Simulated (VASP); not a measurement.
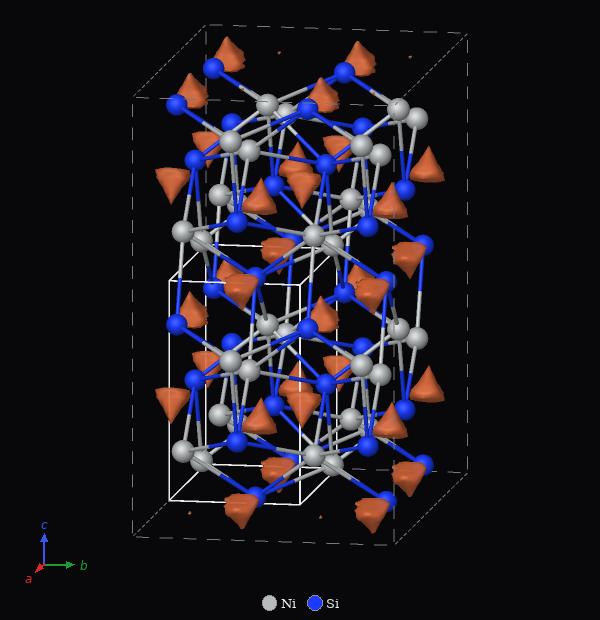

The orange surface encloses the points that the centre of a probe sphere of radius 0.55 Å can occupy in SiNi in space group Pnma, computed on a grid of about 0.14 Å (2×2×2 cells shown, view slightly off an axis; pale faces close the region where the box cuts it).

Atoms are hard spheres with covalent radii (Cordero): Ni 1.24 Å, Si 1.11 Å.

The cell is taken from an entry of the Crystallography Open Database, as set up for an electronic-structure calculation.

```xyz
8
Lattice="5.1731 0.0000 0.0000 0.0000 3.3381 0.0000 0.0000 0.0000 5.6049" Properties=species:S:1:pos:R:3 pbc="T T T"
Ni    5.1328    2.5036    4.5539
Ni    2.6268    0.8345    1.7514
Ni    2.5463    2.5036    3.8535
Ni    0.0403    0.8345    1.0510
Si    3.5111    0.8345    5.1425
Si    4.2486    2.5036    2.3400
Si    0.9245    0.8345    3.2649
Si    1.6620    2.5036    0.4624
```

Do these regions connect?

Answer. They are isolated pockets that do not connect across cells.

What share of the cell can the probe's centre reach?

Answer. About 1.6 % of the volume (1.6 Å³ of 96.8 Å³).

Give the largest included and the largest free sphere.

Answer. The largest sphere that fits anywhere has a diameter of 1.65 Å; the largest that can travel through the crystal, about 0.9 Å.

How does the connectivity change as the probe shrinks?

Answer. Below a radius of about 0.44 Å the space forms one-dimensional channels along [100]. Below a radius of about 0.28 Å the space forms a three-dimensional network. These are grid estimates, good to about 0.05 Å.
